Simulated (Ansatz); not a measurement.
## NiSi: 8 runs along one coordinate

System: NiSi (P2₁3, 8 atoms in the cell).
Method: DFT PBEsol, scalar-relativistic, plane waves, PAW, no spin polarisation (Ansatz 0.2.0).

The 8 runs differ only in the geometry, by a shift of atoms along one path in a fixed cell. The shift s is measured from run 5: Si1 moves along the Cartesian direction (0.58, 0.58, 0.58), and Si2, Si3, Si4, Ni5, Ni6, Ni7 and Ni8 with it in fixed proportion. The structure derives from an entry of the Crystallography Open Database.

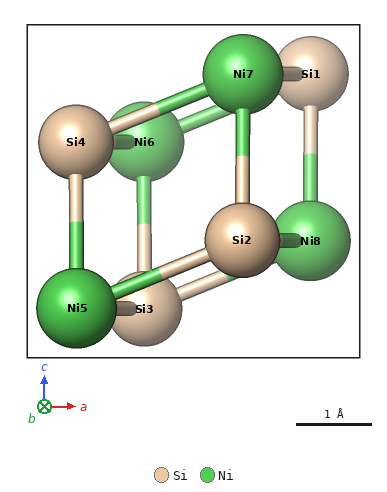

Figure 1. The structure of run 5 (ball-and-stick view of the cell of the calculation, along the b axis; atoms are numbered from 1 in the order of the input). An atom can appear more than once, as a periodic image.

**Input of run 5**
```yaml
crystal:
  lattice:
    - [4.4679770072, 0.0, 0.0]
    - [0.0, 4.4679770072, 0.0]
    - [0.0, 0.0, 4.4679770072]
  atoms:
    - { symbol: Si, position: [0.8529254995, 0.8529254995, 0.8529254995] }
    - { symbol: Si, position: [0.6470745005, 0.1470745005, 0.3529254995] }
    - { symbol: Si, position: [0.3529254995, 0.6470745005, 0.1470745005] }
    - { symbol: Si, position: [0.1470745005, 0.3529254995, 0.6470745005] }
    - { symbol: Ni, position: [0.1487384472, 0.1487384472, 0.1487384472] }
    - { symbol: Ni, position: [0.3512615528, 0.8512615528, 0.6487384472] }
    - { symbol: Ni, position: [0.6487384472, 0.3512615528, 0.8512615528] }
    - { symbol: Ni, position: [0.8512615528, 0.6487384472, 0.3512615528] }
basis:
  ecutwfc: 420
kpoints:
  mp_grid: { grid: [10, 10, 10] }
hamiltonian:
  xc: pbesol
scf:
  occupations: { method: gaussian, width: 0.15 }
output:
  forces: true
  stress: true
  eigenvalues: true
```

Command:
```bash
ansatz run input.yaml --threads 2 --pin off --max-ram 5120MiB --backend cpu --events-out ev --progress --plain --runs-dir out
```

Lattice vectors (Å) and fractional positions of run 5:
```
   4.467977    0.000000    0.000000
   0.000000    4.467977    0.000000
   0.000000    0.000000    4.467977
Si  0.852925  0.852925  0.852925
Si  0.647075  0.147075  0.352925
Si  0.352925  0.647075  0.147075
Si  0.147075  0.352925  0.647075
Ni  0.148738  0.148738  0.148738
Ni  0.351262  0.851262  0.648738
Ni  0.648738  0.351262  0.851262
Ni  0.851262  0.648738  0.351262
```

Run 7 differs from it as follows:
```diff
-    - { symbol: Si, position: [0.8529254995, 0.8529254995, 0.8529254995] }
-    - { symbol: Si, position: [0.6470745005, 0.1470745005, 0.3529254995] }
-    - { symbol: Si, position: [0.3529254995, 0.6470745005, 0.1470745005] }
-    - { symbol: Si, position: [0.1470745005, 0.3529254995, 0.6470745005] }
-    - { symbol: Ni, position: [0.1487384472, 0.1487384472, 0.1487384472] }
-    - { symbol: Ni, position: [0.3512615528, 0.8512615528, 0.6487384472] }
-    - { symbol: Ni, position: [0.6487384472, 0.3512615528, 0.8512615528] }
-    - { symbol: Ni, position: [0.8512615528, 0.6487384472, 0.3512615528] }
+    - { symbol: Si, position: [0.8690779513, 0.8690779513, 0.8690779513] }
+    - { symbol: Si, position: [0.6309220487, 0.1309220487, 0.3690779513] }
+    - { symbol: Si, position: [0.3690779513, 0.6309220487, 0.1309220487] }
+    - { symbol: Si, position: [0.1309220487, 0.3690779513, 0.6309220487] }
+    - { symbol: Ni, position: [0.1481083823, 0.1481083823, 0.1481083823] }
+    - { symbol: Ni, position: [0.3518916177, 0.8518916177, 0.6481083823] }
+    - { symbol: Ni, position: [0.6481083823, 0.3518916177, 0.8518916177] }
+    - { symbol: Ni, position: [0.8518916177, 0.6481083823, 0.3518916177] }
```

**Results, with one run withheld**

```csv
run,shift s of Si1 (Å),"free energy per atom, from the lowest run given (meV)",pressure (GPa),force along the path (eV/Å)
1,−0.2500,101.70,5.89,8.745
2,−0.2000,54.06,3.44,6.508
3,−0.1500,20.25,1.65,4.321
4,−0.1000,0.00,0.50,2.160
5,0.0000,0.12,0.11,−2.206
6,0.0500,21.01,0.89,−4.501
7,0.1250,?,?,?
8,0.1500,108.34,4.44,−9.625
```

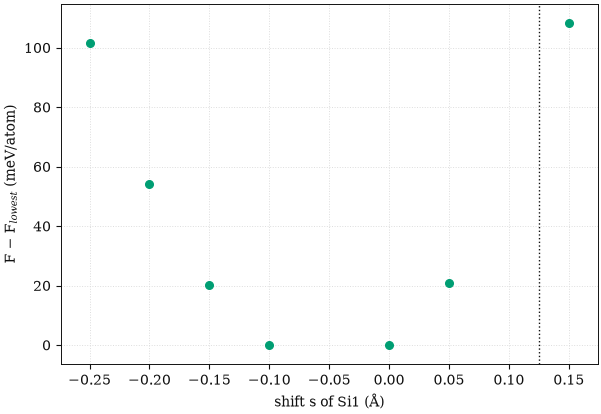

Figure 2. Free energy per atom of the runs given; the dotted line marks run 7.

What should run 7 give?

A cubic polynomial in the coordinate, fitted to the 7 runs given, misses them by at most 0.32 meV per atom. With x = s + 0.0714, it reads F = −5.9247 − 118.41 x + 2776.4 x² + 397.27 x³ (meV per atom). At run 7 it gives 80.92 meV per atom, and the run itself gives 80.43. The slope of the fit gives a force −dF/ds of −8.145 eV/Å along the path (summed over the atoms that move), and the printed forces give −8.253 eV/Å. The fit has its minimum at s = −0.0502 Å.

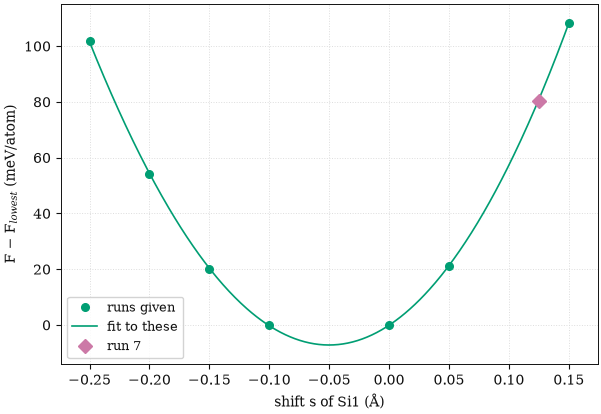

Figure 3. The fit and the withheld run.

**Output, shortened to warnings, some set-up lines, iterations and results (run 7)**
```
Basis set: ecut = 420 eV, 1743 PW (Γ), exchange–correlation on 60×60×60 points (8 copies of the dense FFT grid, shifted against one another)
Symmetry: 12 space group operations
k-points: 76 of 1000 (time reversal used)
Initial density: superposition of atomic densities (neutral atoms: chi_scale 0, normalization atom), corrected by the library's trained network
[...]
SCF iter   1: F=—  HF=-25709.205434 eV  |F-HF|=—  |Δ(HF+E_count)|=         —  Δρ=1.76e-2  dr2=1.53e-1  ethr=1.77e-3  ⟨swp⟩=7.5  Hψ=15967  notcnv=0
SCF iter   2: F=—  HF=-25709.181176 eV  |F-HF|=—  |Δ(HF+E_count)|=   2.43e-2  Δρ=4.33e-3  dr2=9.84e-3  ethr=1.74e-4  ⟨swp⟩=2.9  Hψ=8269  notcnv=0  defer=90
SCF iter   3: F=—  HF=-25709.180073 eV  |F-HF|=—  |Δ(HF+E_count)|=   1.10e-3  Δρ=1.29e-3  dr2=9.59e-4  ethr=1.12e-5  ⟨swp⟩=1.1  Hψ=3969  notcnv=0  defer=90
SCF iter   4: F=—  HF=-25709.179882 eV  |F-HF|=—  |Δ(HF+E_count)|=   1.91e-4  Δρ=2.02e-4  dr2=2.22e-5  ethr=1.09e-6  ⟨swp⟩=2.2  Hψ=5577  notcnv=0  defer=90
SCF iter   5: F=—  HF=-25709.180219 eV  |F-HF|=—  |Δ(HF+E_count)|=   3.37e-4  Δρ=6.58e-5  dr2=2.38e-6  ethr=2.52e-8  ⟨swp⟩=2.0  Hψ=6169  notcnv=0  defer=90
SCF iter   6: F=—  HF=-25709.180218 eV  |F-HF|=—  |Δ(HF+E_count)|=   5.38e-7  Δρ=1.54e-5  dr2=1.36e-7  ethr=2.70e-9  ⟨swp⟩=2.2  Hψ=7105  notcnv=0  defer=90
SCF iter   7: F=-25709.180218 eV  HF=-25709.180218 eV  |F-HF|=4.24e-9  |Δ(HF+E_count)|=   1.43e-8  Δρ=3.27e-6  dr2=7.04e-9  ethr=1.14e-10  ⟨swp⟩=8.9  Hψ=16820  notcnv=0
SCF 1 converged in 7 iterations: F = -25709.180218 eV  dr2 = 7.04e-9
SCF converged after 7 iterations
Free energy (F): -25709.180218 eV
Harris-Foulkes:  -25709.180218 eV  (|F-HF|=4.24e-9)
Internal energy: -25709.149177 eV  (E = F + TS)
E sigma→0 (E₀):  -25709.164698 eV
Entropy (-TS):   -0.031041 eV (-3.880 meV/atom)
Fermi energy:    16.828177 eV
--- Per-component energies (eV) ---
  E_band       = -1156.505755
  E_kinetic    = 1323.582366
  E_local      = -17214.531063  (includes V_loc(G=0)·N_el)
  E_nonlocal   = 2653.340373
  E_hartree    = 7421.337301
  E_xc         = -569.312746
  E_vxc        = -641.461989  (∫ρ·V_xc dr)
  E_paw        = -8383.994635  (= ΣΔE_a)
  E_vpaw       = -2120.121402  (= ΣTr[D̂ρ^β])
  E_aug_tail   = 0.002118  (compensation charges beyond the density's cutoff)
  E_ewald      = -10940.488290
  E_core_change = 0.915398  (= ΣΔE_core)
  E_smearing   = -0.031041  (= −TS)
  E_closure    = 0.000000  (closes the sum)
  Σ components = -25709.180218   (vs F -25709.180218, Δ=0.00e0)
--- Forces (eV/Å), atoms counted from 1 ---
  atom   1  Si    -1.17586915    -1.17586915    -1.17586915
  atom   2  Si     1.17586915     1.17586915    -1.17586915
  atom   3  Si    -1.17586915     1.17586915     1.17586915
  atom   4  Si     1.17586915    -1.17586915     1.17586915
  atom   5  Ni     0.39318038     0.39318038     0.39318038
  atom   6  Ni    -0.39318038    -0.39318038     0.39318038
  atom   7  Ni     0.39318038    -0.39318038    -0.39318038
  atom   8  Ni    -0.39318038     0.39318038    -0.39318038
  max |Σ_I F_I| component: 5.00e-16 eV/Å
--- Stress (GPa, compression-positive) ---
        3.291930       0.000000      -0.000000
        0.000000       3.291930       0.000000
       -0.000000       0.000000       3.291930
  P = ⅓ Tr σ = 3.2919 GPa (32.919 kbar)
```

Notes: The run has no spin polarisation, so a magnetic state may lie lower.
